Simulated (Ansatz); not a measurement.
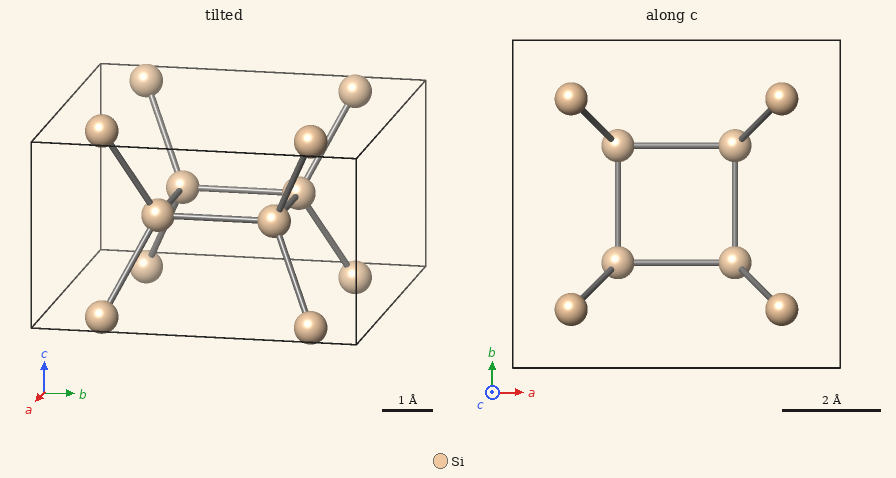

The crystal in a ball-and-stick representation, seen slightly off an axis and along the c axis. Lines trace the edges of the conventional unit cell.

Si, space group I4/mmm (No. 139), a = 6.692 Å, b = 6.692 Å, c = 3.861 Å, α = 90.00°, β = 90.00°, γ = 90.00°. The structure was taken from a structure listed in the Materials Project. Earlier steps of the study may have refined or changed the cell and positions. It was run through Ansatz as a DFT input.

This one geometry was computed with Ansatz (DFT, plane waves, PAW) at three levels of theory: PBE, LDA and r2SCAN.

**Which level gives the highest pressure at this volume, and what does that say about its equilibrium volume?**

Highest: PBE (0.0 GPa), which points to the largest equilibrium volume. Lowest, with the smallest volume: LDA (-3.1 GPa). Levels within 0.5 GPa of each other can't be told apart.

**How does the band gap change with the level of theory?**

LDA: a gap of 0.15 eV, indirect; PBE: a gap of 0.26 eV, indirect; r2SCAN: a gap of 0.44 eV, indirect.

**Collect the results in a table.**

| level | cutoff (eV) | k-mesh of the run's cell | gap (eV) | pressure (GPa) |
| --- | --- | --- | --- | --- |
| PBE | 420 | 10×10×10 | 0.26 | 0.0 |
| LDA | 420 | 10×10×10 | 0.15 | -3.1 |
| r2SCAN | 500 | 10×10×10 | 0.44 | -1.3 |

Gaps are taken on the k-mesh or band path of each run.
